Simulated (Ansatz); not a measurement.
Geometry relaxation, with input and output: CuO (part 1 of 2)

The run: geometry relaxation of CuO (2 atoms in the cell). Method and program: DFT PBE, scalar-relativistic, plane waves, PAW, spin-polarised (Ansatz 0.2.0).

The structure was made by a generator, so it may or may not be a known phase. Figures and captions count atoms from 1; the log counts them from 0 in places.

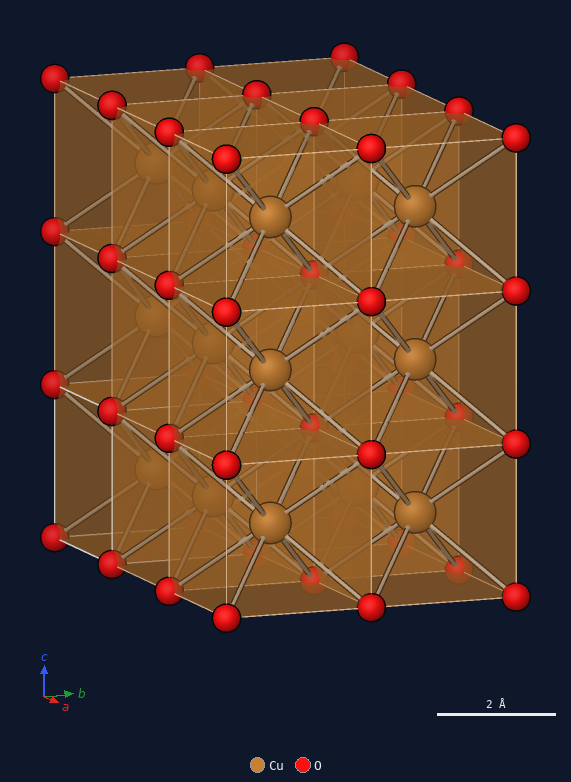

The structure as given in the input (polyhedral view of the cell of the calculation, repeated 3 × 2 × 3, seen slightly off an axis; polyhedra are completed across the faces of the cell). An atom can appear more than once, as a periodic image.

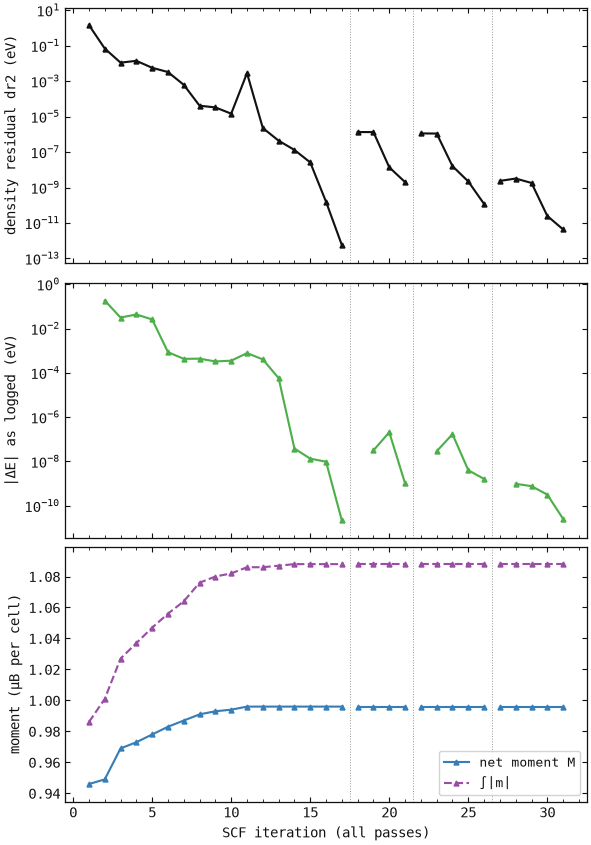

Convergence of the self-consistent field: density residual dr2, size of the energy change and magnetic moment against the SCF iteration. The dotted lines part the SCF passes of the relaxation: geometry steps, rejected trials and re-solves on a re-selected basis. The passes take 17, 4, 5 and 5 iterations. The net moment stays at 1.0 μB per cell.

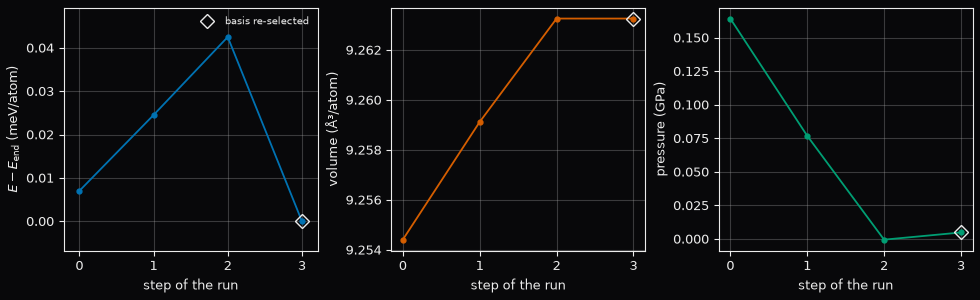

Progress of the relaxation, step by step (the first geometry is step 0 here and step 1 in the log). Over 2 geometry steps the energy rises by next to nothing (0.0 meV per atom). All forces vanish by symmetry, so only the cell relaxes. Pressure: 0.16 GPa at the start and 0.00 GPa at the end. The atoms keep their places relative to the cell (all moves are under 0.005 Å). The volume changes by +0.1 %, with a = b = c 2.645 → 2.646 Å (0.0 %). The space group stays Pm-3m (No. 221). A last SCF at the same geometry on a re-selected plane-wave basis shifts the energy by next to nothing (0.0 meV per atom).

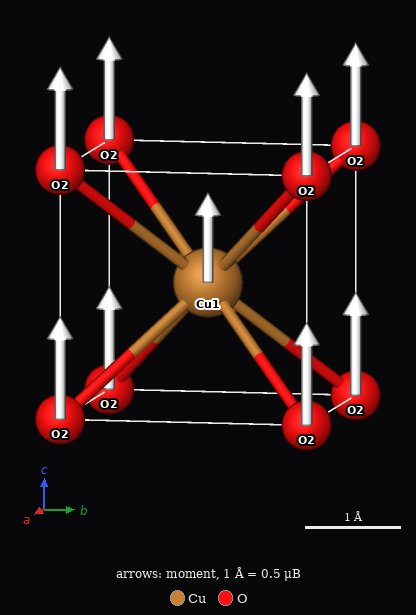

Magnetic moments of the sites as white arrows (ball-and-stick view of the cell of the calculation, seen slightly off an axis; atoms are numbered from 1 in the order of the input); small moments hardly show. The run is collinear, so the axis drawn is arbitrary. Site moments: O2 (0.55 μB); Cu1 (0.48 μB). They are counted near the atoms and needn't add up to the moment of the cell.

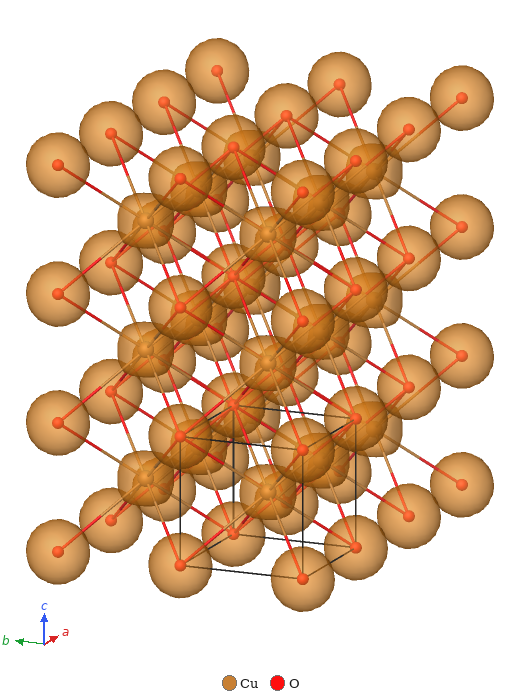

Isosurface of the spin density (up minus down) at +0.15 e/Å³ (orange), seen at an oblique angle. Sticks mark near contacts. The outline is the cell set on symmetry axes. The cell of the calculation (2 atoms) carries 1.0 μB net. Core electrons are frozen (PAW), so the fields are smoothed inside the atomic spheres.

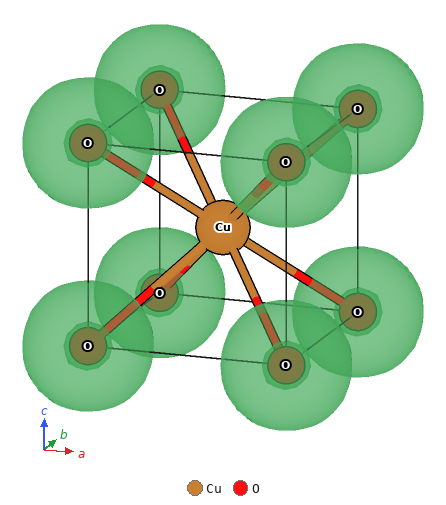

Isosurface of the ELF at 0.65 (green), seen slightly off an axis. Only the valence region is drawn (cores and ρ < 0.01 e/Å³ removed). Sticks mark near contacts. The outline is the cell set on symmetry axes. Profiles from the grid: Cu–O (2.29 Å): the ELF is about 0.15 at the midpoint; a polar contact without a shared pair, in a metal.

The input that produced these results follows, with the program's output.

## Input
```yaml
crystal:
  lattice:
    - [2.645206484, 0.0, 0.0]
    - [0.0, 2.645206484, 0.0]
    - [0.0, 0.0, 2.645206484]
  atoms:
    - { symbol: Cu, position: [0.5, 0.5, 0.5], spin: 0.52 }
    - { symbol: O, position: [0.0, 0.0, 0.0], spin: 0.6 }
basis:
  ecutwfc: 420
kpoints:
  mp_grid: { grid: [20, 20, 20] }
hamiltonian:
  xc: pbe
scf:
  occupations: { method: gaussian, width: 0.1 }
output:
  forces: true
  stress: true
  eigenvalues: true
  populations: true
  write_density: true
  write_potential: true
  elf: true
  volumetric_format: npy
magnetization:
  spin_polarized: true
relax:
  adjacent_minimum: "off"
  f_tol: 0.01
  max_steps: 80
  cell: { stress_tol: 0.05 }
```

Run as:
```bash
ansatz run input.yaml --threads 1 --pin off --max-ram 2560MiB --backend cpu --events-out ev --progress --plain --runs-dir out
```

## Log
```
Engine: ansatz 0.2.0, x86_64-unknown-linux-gnu
Pseudopotentials: kind: paw
Pseudopotential: Cu, paw, valence charge 19, recommended cutoff 420 eV (normal), Cu.paw.azcp
Pseudopotential: O, paw, valence charge 6, recommended cutoff 420 eV (normal), O.paw.azcp
Functional definition: PBE
  parameter kappa = 0.804
  parameter beta = 0.06672455060314922
  exchange = pbe_x(kappa = kappa, mu = beta*pi^2/3)
  correlation = pbe_c(beta = beta)
Crystal: 2 atoms, lattice volume = 18.509 Å³
Basis set: ecut = 420 eV, 365 PW (Γ), exchange–correlation on 36×36×36 points (8 copies of the dense FFT grid, shifted against one another)
Bands: 18, of which v1, the nominal top of the filled ones, is band 13 counted from 1 (12 counted from 0)
Symmetry: 48 space group operations
Space group: Pm-3m (ITA 221), of the structure as read, at distance tolerance 2.6e-5 Å
Magnetic group: BNS 221.92 (UNI 1594), of the structure as read, at distance tolerance 2.6e-5 Å
k-points: 286 of 8000
Non-local potential: Cu, projectors of the file, l = 0: 3, l = 1: 2, l = 2: 3, l = 3: 1
Non-local potential: O, projectors of the file, l = 0: 2, l = 1: 2, l = 2: 1
PAW form: soft (Blöchl's): semilocal exchange-correlation on the pseudo side does not see the compensation charge
PAW one-centre angular grid: Cu, 590 points (default); XC on 64 Gauss nodes
PAW one-centre angular grid: O, 110 points (default); XC on 64 Gauss nodes
Initial density: superposition of atomic densities (chi_scale 0.1, normalization cell, long waves kept (reshape's long-wave potential 0.00 eV rms))
Starting moments: Σ|m| = 1.12 μB on 2 of 2 sites
Initial wavefunctions: pseudopotential atomic-orbital guess
Functional: x = pbe(κ = 0.804, μ = 0.2195149727645171), c = pbe(β = 0.06672455060314922)
SCF iter   1: F=—  HF=-7190.127577 eV  |F-HF|=—  |Δ(HF+E_count)|=         —  Δρ=7.37e-2 (↑3.07e-2 ↓7.37e-2)  dr2=1.46e0  dr2_m=9.93e-2  M=0.946 μB ∫|m|=0.986 μB  β_m=0.30  ethr=3.10e-3  ⟨swp⟩=4.8  Hψ=42363  notcnv=0
preconditioner: auto → none  [metal: Δε(μ)=0.001 eV  Ē_g=16.696 eV  σ=0.100 eV  W_gap=0.01  n_scr=6 (ndim 8)  ℏωp=35.6 eV  f_vac=0.000  D(μ)=0.84/eV (n_scr^D=6)  sad-step TF]
SCF iter   2: F=—  HF=-7189.944316 eV  |F-HF|=—  |Δ(HF+E_count)|=   1.83e-1  Δρ=2.61e-2 (↑1.34e-2 ↓2.61e-2)  dr2=6.97e-2  dr2_m=1.39e-2  M=0.949 μB ∫|m|=1.001 μB  β_m=0.30  ethr=3.10e-3  ⟨swp⟩=2.2  Hψ=18222  notcnv=0  defer=651
SCF iter   3: F=—  HF=-7189.975628 eV  |F-HF|=—  |Δ(HF+E_count)|=   3.13e-2  Δρ=1.37e-2 (↑8.34e-3 ↓1.37e-2)  dr2=1.11e-2  dr2_m=7.47e-3  M=0.969 μB ∫|m|=1.027 μB  β_m=0.30  ethr=2.79e-4  ⟨swp⟩=2.0  Hψ=19512  notcnv=0  defer=636
SCF iter   4: F=—  HF=-7190.018843 eV  |F-HF|=—  |Δ(HF+E_count)|=   4.32e-2  Δρ=1.33e-2 (↑5.07e-3 ↓1.33e-2)  dr2=1.41e-2  dr2_m=9.52e-3  M=0.973 μB ∫|m|=1.037 μB  β_m=0.30  ethr=4.43e-5  ⟨swp⟩=2.0  Hψ=15044  notcnv=0  defer=636
SCF iter   5: F=—  HF=-7190.044494 eV  |F-HF|=—  |Δ(HF+E_count)|=   2.57e-2  Δρ=9.47e-3 (↑3.87e-3 ↓9.47e-3)  dr2=5.69e-3  dr2_m=7.24e-3  M=0.978 μB ∫|m|=1.047 μB  β_m=0.30  ethr=4.43e-5  ⟨swp⟩=2.0  Hψ=16223  notcnv=0  defer=643
SCF iter   6: F=—  HF=-7190.045352 eV  |F-HF|=—  |Δ(HF+E_count)|=   8.58e-4  Δρ=7.18e-3 (↑3.63e-3 ↓7.18e-3)  dr2=3.28e-3  dr2_m=4.61e-3  M=0.983 μB ∫|m|=1.056 μB  β_m=0.30  ethr=2.28e-5  ⟨swp⟩=1.0  Hψ=10227  notcnv=0  defer=643
SCF iter   7: F=—  HF=-7190.045781 eV  |F-HF|=—  |Δ(HF+E_count)|=   4.29e-4  Δρ=4.16e-3 (↑4.16e-3 ↓2.88e-3)  dr2=6.22e-4  dr2_m=1.97e-3  M=0.987 μB ∫|m|=1.064 μB  β_m=1.00  ethr=1.31e-5  ⟨swp⟩=1.4  Hψ=10518  notcnv=0  defer=645
SCF iter   8: F=—  HF=-7190.046217 eV  |F-HF|=—  |Δ(HF+E_count)|=   4.36e-4  Δρ=1.28e-3 (↑1.28e-3 ↓8.23e-4)  dr2=4.13e-5  dr2_m=1.81e-4  M=0.991 μB ∫|m|=1.076 μB  β_m=1.00  ethr=2.49e-6  ⟨swp⟩=2.3  Hψ=17500  notcnv=0  defer=638
SCF iter   9: F=—  HF=-7190.046545 eV  |F-HF|=—  |Δ(HF+E_count)|=   3.27e-4  Δρ=5.35e-4 (↑5.35e-4 ↓3.07e-4)  dr2=3.31e-5  dr2_m=2.04e-5  M=0.993 μB ∫|m|=1.080 μB  β_m=0.30  ethr=1.65e-7  ⟨swp⟩=2.0  Hψ=14241  notcnv=0  defer=637
Mixer restart at iter 9: flushing history
spin-set hold released at iteration 9 (site moments contracting): the magnetisation degrees of freedom join the quasi-Newton model from the next iteration; the mixer history was flushed
SCF iter  10: F=—  HF=-7190.046900 eV  |F-HF|=—  |Δ(HF+E_count)|=   3.55e-4  Δρ=5.11e-4 (↑4.67e-4 ↓5.11e-4)  dr2=1.47e-5  dr2_m=3.73e-5  M=0.994 μB ∫|m|=1.082 μB  β_m=0.65  ethr=1.32e-7  ⟨swp⟩=2.2  Hψ=15218  notcnv=0  defer=637
SCF iter  11: F=—  HF=-7190.047677 eV  |F-HF|=—  |Δ(HF+E_count)|=   7.77e-4  Δρ=3.26e-3 (↑1.17e-3 ↓3.26e-3)  dr2=2.85e-3  dr2_m=1.97e-4  M=0.996 μB ∫|m|=1.086 μB  β_m=0.34  ethr=5.88e-8  ⟨swp⟩=2.4  Hψ=17608  notcnv=0  defer=637  recentre
SCF iter  12: F=—  HF=-7190.047271 eV  |F-HF|=—  |Δ(HF+E_count)|=   4.05e-4  Δρ=3.19e-4 (↑2.48e-4 ↓3.19e-4)  dr2=2.28e-6  dr2_m=1.33e-5  M=0.996 μB ∫|m|=1.086 μB  β_m=0.57  ethr=5.88e-8  ⟨swp⟩=2.2  Hψ=17952  notcnv=0  defer=634
SCF iter  13: F=—  HF=-7190.047329 eV  |F-HF|=—  |Δ(HF+E_count)|=   5.79e-5  Δρ=8.34e-5 (↑8.34e-5 ↓1.97e-5)  dr2=4.40e-7  dr2_m=4.25e-7  M=0.996 μB ∫|m|=1.087 μB  β_m=0.52  ethr=9.13e-9  ⟨swp⟩=2.0  Hψ=16491  notcnv=0  defer=633
SCF iter  14: F=—  HF=-7190.047329 eV  |F-HF|=—  |Δ(HF+E_count)|=   3.85e-8  Δρ=3.21e-5 (↑6.71e-6 ↓3.21e-5)  dr2=1.32e-7  dr2_m=5.15e-8  M=0.996 μB ∫|m|=1.088 μB  β_m=0.46  ethr=1.76e-9  ⟨swp⟩=2.1  Hψ=15921  notcnv=0  defer=633
SCF iter  15: F=—  HF=-7190.047329 eV  |F-HF|=—  |Δ(HF+E_count)|=   1.34e-8  Δρ=1.75e-5 (↑9.02e-6 ↓1.75e-5)  dr2=2.61e-8  dr2_m=2.61e-8  M=0.996 μB ∫|m|=1.088 μB  β_m=0.73  ethr=4.00e-10  ⟨swp⟩=10.4  Hψ=58023  notcnv=0
iter 16 did not close the SCF: its close was put off until two iterations running show no level that it waits for move by more than its bar (scf_convergence_deferred on its scf_iter line)
SCF iter  16: F=-7190.047329 eV  HF=-7190.047329 eV  |F-HF|=8.55e-11  |Δ(HF+E_count)|=   9.78e-9  Δρ=1.62e-6 (↑1.62e-6 ↓1.61e-6)  dr2=1.57e-10  dr2_m=3.93e-10  M=0.996 μB ∫|m|=1.088 μB  β_m=0.80  ethr=1.04e-10  ⟨swp⟩=6.4  Hψ=49052  notcnv=0
SCF iter  17: F=-7190.047329 eV  HF=-7190.047329 eV  |F-HF|=9.09e-13  |Δ(HF+E_count)|=  2.18e-11  Δρ=1.17e-7 (↑7.29e-8 ↓1.17e-7)  dr2=5.70e-13  dr2_m=1.35e-12  M=0.996 μB ∫|m|=1.088 μB  ethr=1.00e-12  ⟨swp⟩=3.6  Hψ=40162  notcnv=0
SCF 1 converged in 17 iterations: F = -7190.047329 eV  dr2 = 5.70e-13
  greatest PAW one-centre occupation: 1.000 electrons in one spin orbital (limit 2), on the Cu atom at site 0 (counted from 0), in its partial waves of l = 0
relax step   1: F+E_penalty+E_count = -7190.04732912 eV  Δ(F+E_penalty+E_count) = +0.000e0 eV  max|allowed force component| = 5.095e-29 eV/Å  Δτ_max = 0.0000 Å  P = +0.164 GPa  Ω = 18.509 Å³  (17 SCF iters, accepted)
```
